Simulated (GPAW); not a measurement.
# Quasiparticle gap of KCl (Sylvite) in GPAW, part 2 of 2

Wanted: ground state, empty states, screening and self-energy for KCl (Sylvite).

GPAW 26.7.0; PBE and many-body steps on it, plane waves. Known limits of the many-body steps: not at the basis limit.

So far. Step 3 (Bands along the symmetry lines): The gap is 5.194 eV, as in the run before at this level. Step 4 (Empty states on the mesh, 4×4×4 mesh, 410 bands): On this mesh the gap is 5.194 eV.

**5. Screening and self-energy, 4×4×4 mesh, 185 bands, screening to 120 eV**

Now the one-shot GW correction: screening in the RPA, then the self-energy of the levels asked for.

This step: G0W0 on PBE, plane waves, PAW.

Input file run.py:

```python
import json
import numpy as np
from gpaw.mpi import world
from gpaw.response.g0w0 import G0W0

gw = G0W0('full.gpw',
    filename='gw',
    kpts=[0],
    bands=(6, 10),
    ecut=120,
    nbands=185,
    integrate_gamma='WS',
    ppa=True)
gw.calculate()
res = {mode: {k: v for k, v in r.items() if k != 'sigma_eskwn'}
       for mode, r in gw.all_results.items()}

if world.rank == 0:
    with open('result.json', 'w') as f:
        json.dump(res, f, default=lambda x: x.tolist())
```

On the command line:

```sh
$ mpirun -n 4 gpaw python run.py
```

Numbers of over 12 decimals in the logs are rounded to 6 here.

The program printed:

```text
Using integrator: PointIntegrator
FrequencyGridDescriptor(from 0.000+0.000j to 0.000+27.211j eV, 2 points)
Nonperiodic BCs:  [False False False]
Using integrator: PointIntegrator
FrequencyGridDescriptor(from 0.000+0.000j to 0.000+27.211j eV, 2 points)
Nonperiodic BCs:  [False False False]
  ___  _ _ _
 |   || | | |
 | | || | | |
 |__ ||_____|
 |___|

BZ k-points: Symmetries present (total): 48

  [... matrices ...]
64 k-points: 4 x 4 x 4 Monkhorst-Pack grid + [1/8,1/8,1/8]
8 k-points in the irreducible part of the Brillouin zone
       k-points in crystal coordinates                weights
   0:     0.00000000    0.00000000    0.00000000          1/64
   1:     0.25000000    0.25000000    0.00000000          6/64
   2:     0.25000000    0.25000000    0.25000000          8/64
   3:     0.50000000    0.25000000   -0.25000000          6/64
   4:     0.50000000    0.25000000    0.25000000         12/64
   5:     0.50000000    0.50000000    0.00000000          3/64
   6:     0.50000000    0.50000000    0.25000000         24/64
   7:     0.50000000    0.50000000    0.50000000          4/64

Distributing spins, k-points and bands (1 x 1 x 4) over 4 processes
Number of blocks: 1

Quasi particle states:
k-points (IBZ indices): [0]
Band range: (6, 10)
  [... matrices ...]
Computational parameters:
Plane wave cut-off: 120 eV
Number of bands: 185
Coulomb cutoff: None
Broadening: 0.1 eV

fxc modes: GW
Kernel: RPA
Using Godby-Needs plasmon-pole approximation:
  Fitting energy: i*E0, E0 = 1.000 Hartree
Summing all q:

Calculating screened Coulomb potential
No Coulomb truncation
FrequencyGridDescriptor(from 0.000+0.000j to 0.000+27.211j eV, 2 points)
Removing empty qpoint cache files...

Calculating chi0 body with:
    Ground state adapter containing:
    Number of spins: 1
    Number of kpoints: 64
    Number of irreducible kpoints: 8
    Number of completely occupied states: 8
    Number of partially occupied states: 8
    Occupied states memory: 1.6875 M / cpu

    Linear response parametrization:
    q_c: [0.0, 0.0, 0.0]
    Number of frequency points: 2
    Planewave cutoff: 120.0
    Number of bands: 185
    Number of planewaves: 169
    Broadening (eta): 1e-06
    comm.size: 4
    kncomm.size: 4
    blockcomm.size: 1

    Memory estimate of potentially large arrays:
        chi0_wGG: 0.871613 M / cpu
Integrating chi0 body.

Symmetries of q_c:
    Direct symmetries (Uq -> q): 48
    Indirect symmetries (TUq -> q): 0
In total 48 allowed symmetries.

  [... matrices ...]
8 groups of equivalent kpoints. 87.5% reduction.

Integral kind: response function
Integrating chi0 head and wings.

Symmetries of q_c:
    Direct symmetries (Uq -> q): 48
    Indirect symmetries (TUq -> q): 0
In total 48 allowed symmetries.

  [... matrices ...]
8 groups of equivalent kpoints. 87.5% reduction.

Integral kind: response function wings

Calculating chi0 body with:
    Ground state adapter containing:
    Number of spins: 1
    Number of kpoints: 64
    Number of irreducible kpoints: 8
    Number of completely occupied states: 8
    Number of partially occupied states: 8
    Occupied states memory: 1.6875 M / cpu

    Linear response parametrization:
[... the further q-points ...]

Results:
f:      Occupation numbers
eps:     KS-eigenvalues [eV]
vxc:     KS vxc [eV]
exx:     Exact exchange [eV]
sigma:   Self-energies [eV]
dsigma:  Self-energy derivatives
Z:       Renormalization factors
qp:      QP-energies [eV]

k-point 0 (0): (0.000, 0.000, 0.000)                GW
band       f     eps     vxc     exx   sigma  dsigma       Z      qp
                                                                   GW
   6   1.000  -0.329 -16.355 -20.768   1.904  -0.223   0.818  -2.380
   7   1.000  -0.329 -16.355 -20.768   1.904  -0.223   0.818  -2.380
   8   0.000   4.865  -7.907  -4.229  -2.891  -0.137   0.879   5.557
   9   0.000   8.030  -9.268  -4.312  -3.040  -0.142   0.876   9.708
```

It took 41 s on 4 MPI ranks of Arm Neoverse V1, shared host; peak memory 1.2 GiB.

Numbers from this step:

```yaml
g0w0_gap_on_the_points_computed: 7.936 eV
least_direct_g0w0_gap_on_the_computed_points: 7.936 eV
z_at_the_valence_top: 0.8175
z_at_the_conduction_bottom: 0.8791
starting_gap_on_the_mesh: 5.194 eV
k_of_the_valence_top: 0, 0, 0
k_of_the_conduction_bottom: 0, 0, 0
```

The gap on the mesh goes from 5.19 eV to 7.94 eV, a correction of +2.74 eV.

Limits: finite bands, cutoff and mesh. v1 is the top filled band, c1 the lowest empty one. The levels before and after the correction (eV, zero at the valence-band top of each column):

```csv
,conduction bottom,valence top
Kohn-Sham,5.19,0.00
G0W0,7.94,0.00
```

```csv
,level,energy (eV)
Kohn-Sham,Γ v2-v1,0.000
Kohn-Sham,Γ c1,5.194
Kohn-Sham,Γ c2,8.359
G0W0,Γ v2-v1,0.000
G0W0,Γ c1,7.936
G0W0,Γ c2,12.088
```

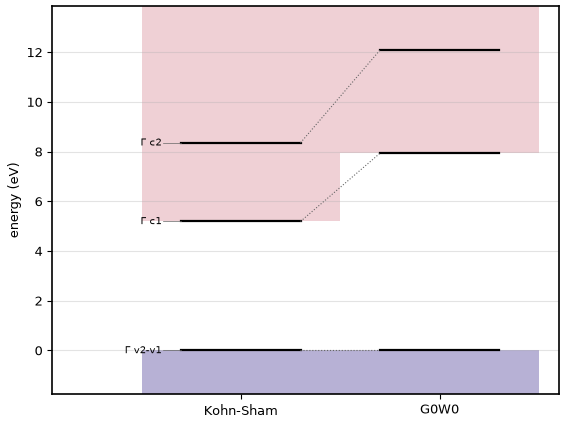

Levels before and after the correction. Shaded: valence and conduction bands.

**6. Where the time went**

Times are wall times on 4 MPI ranks of Arm Neoverse V1, shared host, good to a factor of about two.

```csv
step,time,share,memory (GiB)
ground state,7.2 s,10 %,0.62
bands along the symmetry lines,9.6 s,14 %,0.66
empty states on the mesh,11 s,16 %,1.2
screening and self-energy,41 s,59 %,1.2
```

**7. Summary of results**

```
PBE gap              : 5.19 eV, direct
G0W0 gap on the mesh : 7.94 eV
GW settings          : 4×4×4 mesh, 185 bands, screening to 120 eV, Godby-Needs plasmon pole
known limits         : not at the basis limit
```

G0W0 moves the gap on the mesh from 5.19 eV to 7.94 eV (+2.74 eV), with Z of 0.82 and 0.88 at the edges. Only 1 of the mesh's irreducible points was corrected, so a valley elsewhere could overtake. The dearest step here is «screening and self-energy». Bands and cutoff are finite, so the gap is not at the basis limit. The miss can reach some tenths of an eV and take either sign; the mesh is an error of its own. These stock PAW sets were not made for GW. In the G0W0 run levels were corrected at 1 k point alone, so a gap called «on the mesh» is the least over those, and an edge elsewhere would be missed.

[Paths, hosts, dates, memory and timing lines, banners, echoed tables and standing remarks are left out of the program output.]

[Logs are printed without paths, hosts, clocks, repeated set-up lines and the standing remarks that a program may print on its own settings, such as how far it seeks lower states.]

[Runs of the session that timed out or met a known fault of the program may be left out.]

[Hosts, paths, dates, database ids (printed as entryN), source tags and the programs' standing remarks are cut or masked in the printed files.]
